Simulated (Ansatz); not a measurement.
GaP

```xyz
24
Lattice="4.6842 0.0000 0.0000 0.0000 4.9681 0.0000 0.0000 0.0000 13.4633" Properties=species:S:1:pos:R:3 pbc="T T T"
P     0.0000    1.9529    0.9715
P     2.3421    4.4370    0.9715
P     0.0000    3.0151   12.4918
P     2.3421    0.5311   12.4918
P     0.0000    3.0151    7.7031
P     2.3421    0.5311    7.7031
P     0.0000    1.9529    5.7601
P     2.3421    4.4370    5.7601
P     0.0000    0.5455    3.3658
P     2.3421    3.0296    3.3658
P     0.0000    4.4225   10.0975
P     2.3421    1.9385   10.0975
Ga    0.0000    0.5125    7.9557
Ga    2.3421    2.9965    7.9557
Ga    0.0000    4.4556    5.5076
Ga    2.3421    1.9716    5.5076
Ga    0.0000    4.4556    1.2241
Ga    2.3421    1.9716    1.2241
Ga    0.0000    0.5125   12.2392
Ga    2.3421    2.9965   12.2392
Ga    0.0000    2.9172    3.3658
Ga    2.3421    0.4332    3.3658
Ga    0.0000    2.0508   10.0975
Ga    2.3421    4.5348   10.0975
```

Space group Cmcm; computed pressure about 31 GPa in this cell.

Computed with DFT PBEsol, scalar-relativistic, plane waves, PAW (Ansatz 0.2.0).

The density is the valence pseudo-density of a PAW calculation; it isn't the true density close to the nuclei.

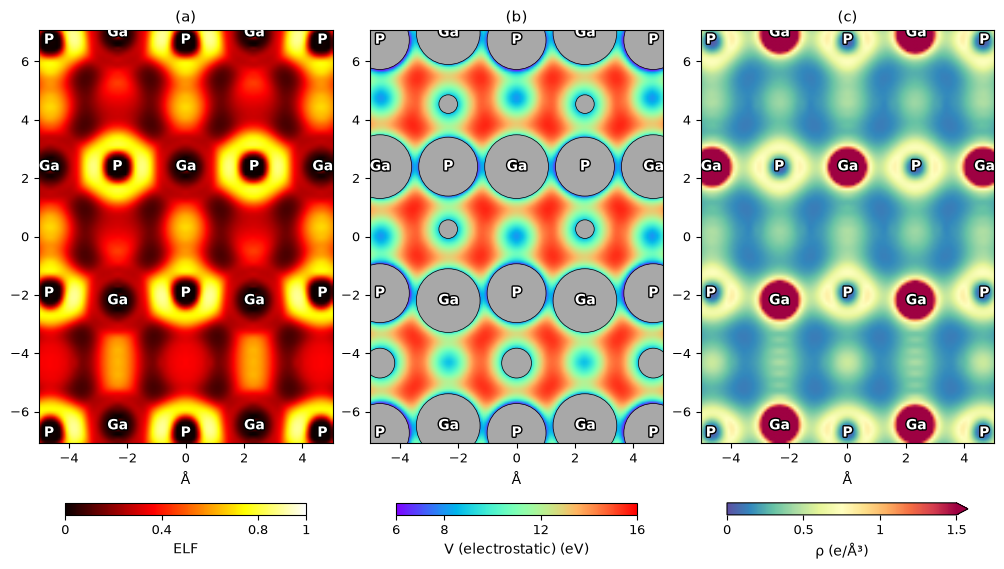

Figure 1. (a) ELF; (b) electrostatic potential (local pseudopotential plus Hartree) felt by an electron; (c) valence charge density (pseudo) on the (010) plane of the conventional cell. Grey discs cover the atomic cores in the potential map.

Question: Read the bonding off the picture.

Answer:
- Atoms in the plane: P and Ga.
- Ga–P (2.36 Å): ρ is about 0.54 e/Å³ halfway; the ELF peaks at about 0.90 in the valence shell of P, 0.8 Å from its nucleus, and is about 0.70 at the midpoint.
- Between the atoms the lowest density in this plane is 0.12 e/Å³.
- Outside the cores the potential energy rises away from the atoms and is highest about 1.8 Å from the nearest atoms; its zero is arbitrary.

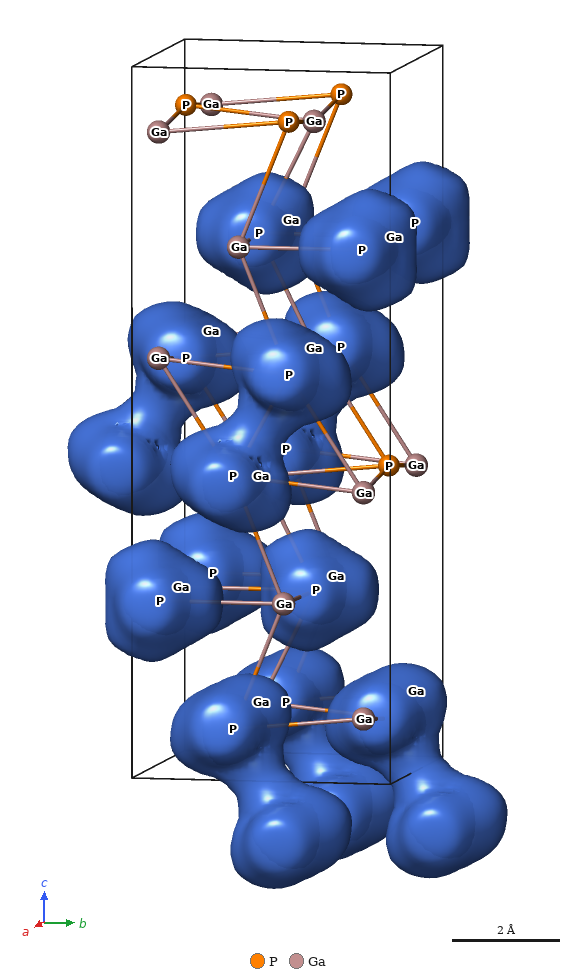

Figure 2. Isosurface of the ELF at 0.65 (blue), seen slightly off an axis. Core shells and regions of very low density are left out. Sticks mark near contacts.

Question: Where are the electrons localised?

Answer: The surface consists of four regions between bonded P–P atoms and four regions on P in which the atom's valence shell and bonds are merged, counted in one cell of 24 atoms. Any copies at cell faces, edges or corners count once. Profiles from the grid: P–P (2.21 Å): the ELF peaks at about 0.85 between the atoms. Ga–P (2.34 Å): the ELF peaks at about 0.85 in the valence shell of P, 0.8 Å from its nucleus, and is about 0.70 at the midpoint.

Question: Does the calculation give a band gap?

Answer: It is gapless in this calculation (a metal or semimetal).
